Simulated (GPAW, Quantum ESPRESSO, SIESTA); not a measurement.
# In-plane stress of diamond Ge under biaxial strain, QE, PBE

Calculated with Quantum ESPRESSO 7.5: PBE; plane waves, GBRV 1.5 ultrasoft, 45/270 Ry; k-mesh 4×4×4. The first two cell vectors are strained alike from typed lattice constants; the third vector's length and the atoms are relaxed.

| in-plane strain (%) | in-plane stress (GPa, compression positive) |
| --- | --- |
| -4 | 5.219 |
| -3 | 3.733 |
| -2 | 2.325 |
| -1 | 1.046 |
| 0 | -0.15 |
| +1 | -1.183 |
| +2 | -2.233 |
| +3 | ? |
| +4 | -4.032 |

**Question.** Fit a second-order form in the logarithmic strain to the rows given and interpolate to the withheld row.

Worked fit:

With u = ln[(1 + ε)/(1 + ε0)], counted from the row at ε0 = +0 % where y0 = -0.15, a second-order form y = y0 + a u + b u² makes v = (y − y0)/u a line in u.

| u | v |
| --- | --- |
| -0.0408220 | -131.522 |
| -0.0304592 | -127.482 |
| -0.0202027 | -122.508 |
| -0.0100503 | -119.001 |
| 0.00995033 | -103.816 |
| 0.0198026 | -105.188 |
| 0.0392207 | -98.9783 |

With n = 7: mean u = -0.00465151, mean v = -115.499, Σ(u − ū)² = 0.0049813, Σ(u − ū)(v − v̄) = 2.1643. Slope b = 2.1643 / 0.0049813 = 434.48; intercept a = v̄ − b ū = -113.48.

At the withheld row u = 0.02956, v = a + b u = -100.6, and y = y0 + u v.

Prediction at +3: -3.125 GPa. The run gave -3.173 GPa, so the fit is high by 0.048 GPa (1.5 % of the value).

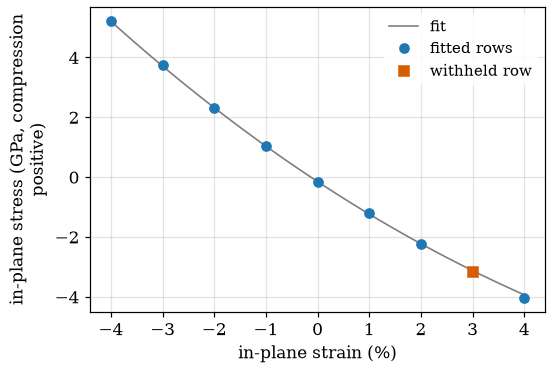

The fit, the rows that it rests on and the withheld row.

The first-order term gives a biaxial modulus of 113 GPa at ε0. The second-order term makes up 13 % of v at the withheld row. Among the rows given, the largest miss of the fit is at +4, by 0.100 GPa (1.1 % of the range of the table).

Limits: The nuclei are static. The DFT runs use Fermi–Dirac occupations of width 0.01 eV, and energies are free energies.

[Hosts, paths, dates, database ids (printed as entryN), source tags and the programs' standing remarks are cut or masked in the printed files.]
